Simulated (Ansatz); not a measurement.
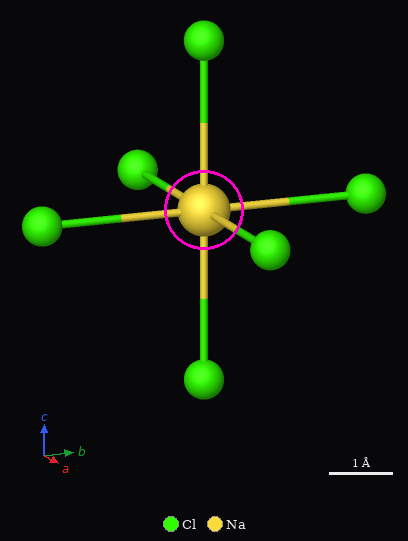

Perfect NaCl. The picture is a ball-and-stick view of the atoms within 3.3 Å of one point, seen slightly off an axis.

Theory: DFT, PBEsol, PAW, plane waves in Ansatz 0.2.0. Set-up: plane-wave cutoff 420 eV; k-point mesh 1 × 1 × 1; mesh shifted by (0.25, 0.25, 0.25); no spin polarisation. Fermi-Dirac smearing of 0.01 eV. A uniform background neutralises the charged cell. The axes drawn are those of the host's conventional cell.

A sodium atom is taken out (a vacancy) at the ringed place, in charge state −1. The supercell has 64 sites, and the atoms are relaxed at the host's cell.

Q: How do the neighbours respond?

A: Around the empty Na site the host had 6 Cl at 2.80 Å; after relaxation the nearest atoms are 6 Cl at 2.91 to 2.92 Å. Of the host's atoms, a chlorine atom moves furthest from its site, by 0.12 Å.

The relaxed defect, seen from the same direction:

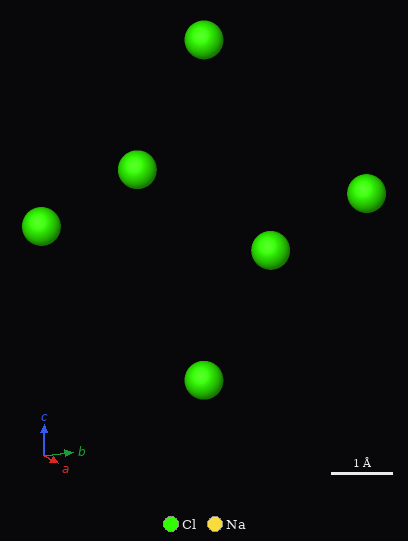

Limits of the set-up: the cell is charged, on a uniform background, and energies carry no finite-size correction.
